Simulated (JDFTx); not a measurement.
## Energy of GaAs along an even scaling of the cell

System: GaAs (2 atoms in the cell).
Method: Kohn-Sham DFT of a periodic cell, PBEsol, PseudoDojo-SR-PBEsol-0.4.1-standard, no spin polarisation (JDFTx 1.7.0 (patched build)).

The 7 runs differ only in the geometry, by an even scaling of the cell at fixed fractional positions. The structure derives from an entry of the Crystallography Open Database.

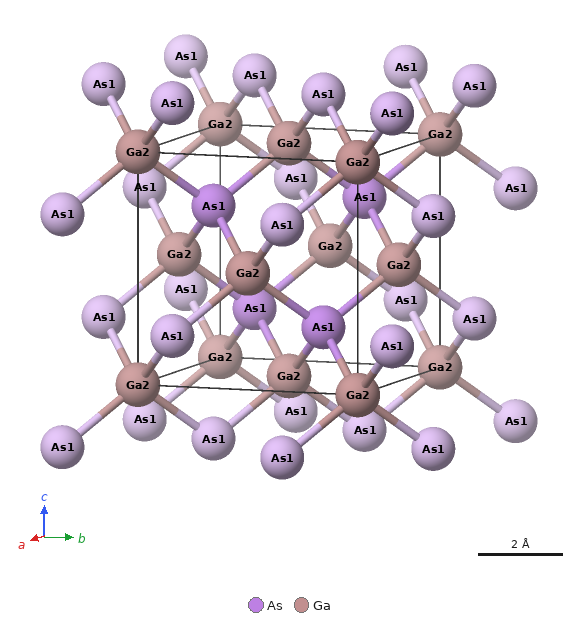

Figure 1. The structure of run 4 (ball-and-stick view of the cell 4 times as large as that of the calculation, set on its symmetry axes, seen slightly off an axis; neighbours outside the cell are drawn fainter; atoms are numbered from 1 in the order of the input).

## Input file of run 4
```
include GaAs.lattice
coords-type Lattice
include GaAs.ionpos

ion-species pseudo/As.upf
ion-species pseudo/Ga.upf
elec-cutoff 42 336
elec-ex-corr gga-PBEsol
kpoint-folding 8 8 8
elec-smearing Fermi 0.0018374661
elec-n-bands 21
electronic-SCF nIterations 100 energyDiffThreshold 1e-09
electronic-minimize nIterations 30 energyDiffThreshold 1e-7
forces-output-coords Cartesian

dump-name run.$VAR
dump End Ecomponents EigStats BandEigs Kpoints Forces Stress
```

## File GaAs.lattice of run 4
```
lattice \
    0.0000000000     5.3419722954     5.3419722954 \
    5.3419722954     0.0000000000     5.3419722954 \
    5.3419722954     5.3419722954     0.0000000000
```

## File GaAs.ionpos of run 4
```
ion As     0.7500000000     0.7500000000     0.7500000000 1
ion Ga     0.0000000000     0.0000000000     0.0000000000 1
```

Command:
```bash
jdftx -c 1 -i GaAs.in -o GaAs.out
```

Lattice vectors (Å) and fractional positions of run 4:
```
   0.000000    2.826850    2.826850
   2.826850    0.000000    2.826850
   2.826850    2.826850    0.000000
As  0.750000  0.750000  0.750000
Ga  0.000000  0.000000  0.000000
```

Run 6 differs from it as follows:
```diff
-    0.0000000000     5.3419722954     5.3419722954 \
-    5.3419722954     0.0000000000     5.3419722954 \
-    5.3419722954     5.3419722954     0.0000000000
+    0.0000000000     5.4122694661     5.4122694661 \
+    5.4122694661     0.0000000000     5.4122694661 \
+    5.4122694661     5.4122694661     0.0000000000
```

## Results, with one run withheld

```csv
run,volume per atom (Å³),"free energy per atom, from the lowest run given (meV)",pressure (GPa),gap on the mesh (eV)
1,21.234,22.34,5.29,0.91
2,21.686,10.09,3.42,0.75
3,22.138,2.82,1.75,0.59
4,22.590,0.00,0.26,0.44
5,23.041,1.16,−1.08,0.30
6,23.493,?,?,?
7,23.945,13.65,−3.28,0.00
```

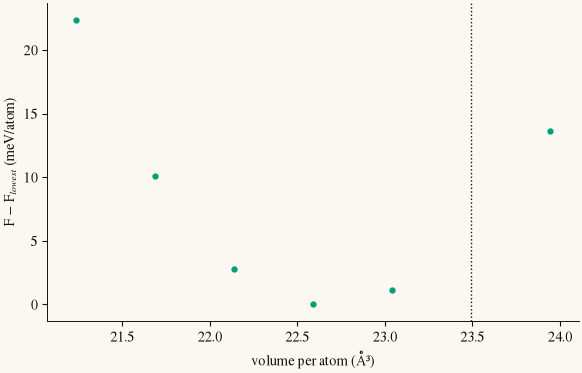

Figure 2. Free energy per atom of the runs given; the dotted line marks run 6.

Estimate the energy of run 6 from the others.

A cubic polynomial in V^(−2/3) (the Birch–Murnaghan form), fitted to the 6 runs given, misses them by at most 0.01 meV per atom. With x = V^(−2/3) − 0.12581 Å⁻², it reads F = 0.63197 + 1404.1 x + 7.1042e+05 x² + 2.2219e+06 x³ (meV per atom). At run 6 it gives 5.83 meV per atom, and the run itself gives 5.86. The slope of the fit gives a pressure −dF/dV of −2.24 GPa there, and the run prints −2.25 GPa. The fit has its minimum at 22.677 Å³ per atom, where V d²F/dV² gives 68.9 GPa: the bulk modulus at this level, since symmetry fixes the shape and the positions. The gap on the mesh goes, without turning, from 0.91 eV in run 1 to 0.00 eV in run 7; run 6 has 0.15 eV. These are gaps of this functional on this mesh, which can miss the band edges; they aren't the measured gap.

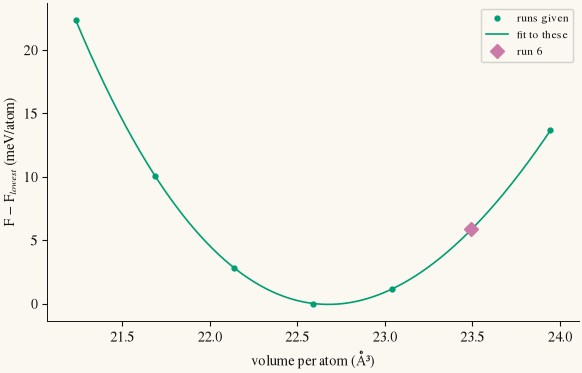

Figure 3. The fit and the withheld run.

## Some lines of the output (run 6)
```
[...]
unit cell volume = 317.08
     Etot =     -163.1479785902984361
        F =     -163.1479911462931796
	HOMO-LUMO gap: +0.005672
	Optical gap  : +0.005672 at state 0 ( [ +0.000000 +0.000000 +0.000000 ] spin 0 )
```
